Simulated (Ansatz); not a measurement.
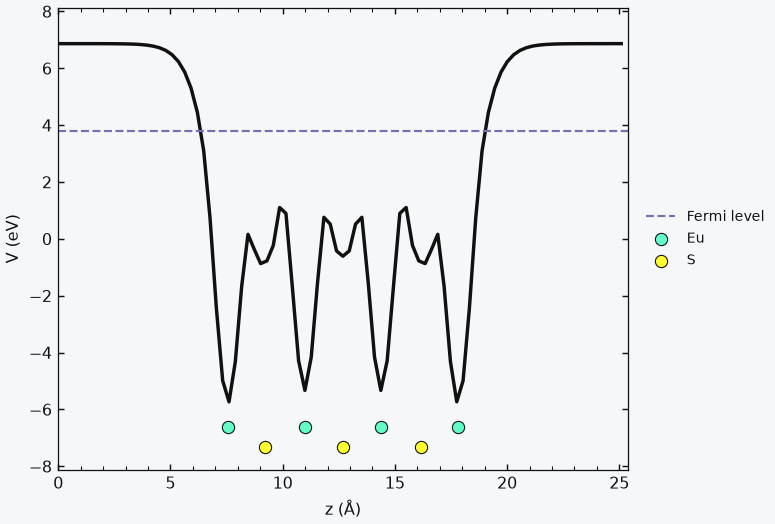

Plane-averaged electrostatic potential energy of an electron across the slab; circles at the bottom mark the heights of the atoms (positions after relaxation).

System: a (111) slab cut from EuS (Fm-3m), of composition Eu$_{4}$S$_{3}$ (not the bulk's), ended by Eu planes, 7 atoms in the cell.

Method: DFT PBE+U, scalar-relativistic, plane waves, PAW, Ueff = 6 eV on Eu f, spin-polarised, 9×9×1 k mesh (Ansatz).

Question: Read off the work function of each face.

Answer: The work function is 3.08 eV, the same on both faces. The two vacuum levels agree, so the slab has no net dipole along its normal.

Question: How thick are slab and vacuum?

Answer: The outermost atoms are 10.2 Å apart, which leaves 15.1 Å of vacuum in a cell 25.4 Å high.

The run may have settled in a state above the lowest, so this need not be the ground state. Spin-orbit coupling is left out, which matters for Eu.
